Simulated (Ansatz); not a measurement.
## GeN: geometry relaxation (part 3 of 3)

Continued. System: GeN (P6₃/mmc, 4 atoms in the cell). Method: DFT PBEsol, scalar-relativistic, plane waves, PAW, no spin polarisation (Ansatz 0.2.0); cutoff 420 eV, 12×12×4 k-mesh, Gaussian smearing of 0.1 eV. The structure was made by swapping elements on the sites of another compound; it need not be a known phase. It belongs to a series of runs on one base structure; here: Zr -> Ge on all its sites, cell and atoms relaxed.

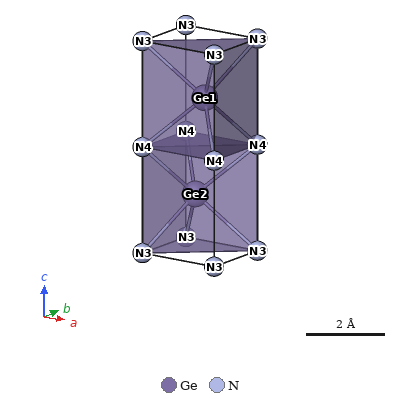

*The geometry at step 11 of the log (polyhedral view of the cell of the calculation, seen slightly off an axis; polyhedra are completed across the faces of the cell; atoms are numbered from 1 in the order of the input).*

## Trajectory as extended XYZ, continued
```
4
Lattice="2.9865 0.0000 0.0000 -1.4932 2.5863 0.0000 0.0000 0.0000 5.5182" Properties=species:S:1:pos:R:3:forces:R:3 step=10 energy=-9261.39656 pressure_GPa=0.03
Ge    1.4932    0.8621    4.1386    0.0000   0.0000   0.0000
Ge    0.0000    1.7242    1.3795    0.0000   0.0000   0.0000
N     0.0000    0.0000    0.0000    0.0000   0.0000   0.0000
N     0.0000    0.0000    2.7591    0.0000   0.0000   0.0000
4
Lattice="2.9865 0.0000 0.0000 -1.4932 2.5863 0.0000 0.0000 0.0000 5.5182" Properties=species:S:1:pos:R:3:forces:R:3 step=11 energy=-9261.40289 pressure_GPa=0.02
Ge    1.4932    0.8621    4.1386    0.0000   0.0000   0.0000
Ge    0.0000    1.7242    1.3795    0.0000   0.0000   0.0000
N     0.0000    0.0000    0.0000    0.0000   0.0000   0.0000
N     0.0000    0.0000    2.7591    0.0000   0.0000   0.0000
```

This output came from the following input.

## The input
```yaml
crystal:
  lattice:
    - [2.6836707382, 0.0, 0.0]
    - [-1.3418353691, 2.3241270347, 0.0]
    - [0.0, 0.0, 4.6148604317]
  atoms:
    - { symbol: Ge, position: [0.6666666667, 0.3333333333, 0.7500035661] }
    - { symbol: Ge, position: [0.3333333333, 0.6666666667, 0.2499964339] }
    - { symbol: "N", position: [0.0, 0.0, 0.0] }
    - { symbol: "N", position: [0.0, 0.0, 0.5] }
basis:
  ecutwfc: 420
kpoints:
  mp_grid: { grid: [12, 12, 4] }
hamiltonian:
  xc: pbesol
scf:
  occupations: { method: gaussian, width: 0.1 }
output:
  forces: true
  stress: true
  eigenvalues: true
relax:
  adjacent_minimum: "off"
  f_tol: 0.05
  max_steps: 60
  cell: { stress_tol: 0.5 }
```

Launch command:
```bash
ansatz run input.yaml --threads 1 --pin off --max-ram 2560MiB --backend cpu --events-out ev --progress --plain --runs-dir out
```

## Results in brief

```tsv
quantity	value
outcome	converged
space group (tolerance 0.01 Å)	P6₃/mmc (194)
electrons treated	38
free energy	−9261.4029 eV
Fermi energy	13.963 eV
gap on the k-point mesh	none (metallic)
pressure	0.02 GPa
final volume	42.62 Å³
largest force (length of the vector) at the end	under 0.001 eV/Å
final cell	a = 2.986 Å, b = 2.986 Å, c = 5.518 Å, α = 90.00°, β = 90.00°, γ = 120.00°
hardware	1 thread of AMD EPYC (Zen 3), 32 GiB of memory available, shared host
wall time	30 s
peak memory	0.41 GiB
```

## Remarks

Warnings of the run: the structure was made exactly symmetric.
